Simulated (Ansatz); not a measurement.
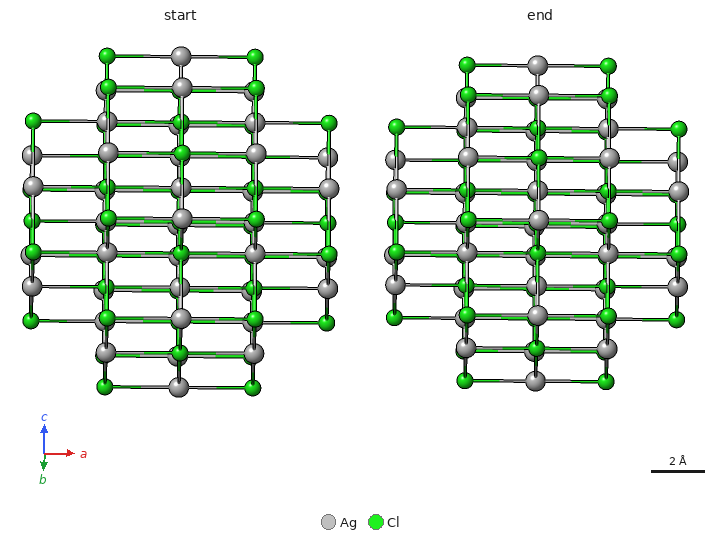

The structure of solid AgCl (built on the database structure type) before (left) and after (right) a relaxation, at one scale.

Style: ball-and-stick. Shown: the conventional cell (4 times the calculation's cell), from a free direction. Lengths and directions refer to the drawn axes.

Theory: DFT, LDA, plane waves, PAW in Ansatz.

The input:
```yaml
crystal:
  lattice:
    - [0.0, 2.8060280899, 2.8060280899]
    - [2.8060280899, 0.0, 2.8060280899]
    - [2.8060280899, 2.8060280899, 0.0]
  atoms:
    - { symbol: Ag, position: [0.0, 0.0, 0.0] }
    - { symbol: Cl, position: [0.5, 0.5, 0.5] }
kpoints:
  mp_grid: { grid: [8, 8, 8] }
hamiltonian:
  xc: lda
scf:
  occupations: { method: fermi_dirac, width: 0.02 }
relax:
  f_tol: 0.005
  cell: {}
```

Command:
```bash
ansatz run input.yaml --threads 2 --pin off --max-ram 29491MiB --backend cpu --events-out ev --progress --plain --runs-dir out
```

Describe what moved and what it gained.

Over 3 accepted moves (4 points after the start) the energy falls by 71.3 meV per atom. All forces vanish by symmetry, so only the cell relaxes. Pressure: −6.78 GPa at the start and 0.00 GPa at the end. At 1 point the geometry stayed and the basis and grid were re-selected for the new cell (energy shift of 0.3 meV per atom at most each time). The atoms keep their places relative to the cell (all moves are under 0.005 Å). The volume changes by −13.2 %, with a = b = c 5.612 → 5.354 Å (−4.6 %). Near-neighbour distances that change, for instance: Ag1–Cl2 2.806 → 2.677 Å. The space group stays Fm-3m (No. 225). The run took 3.4 s on 2 threads of AMD EPYC 7R13 Processor (Zen 3) (shared host), peak memory 0.33 GiB.
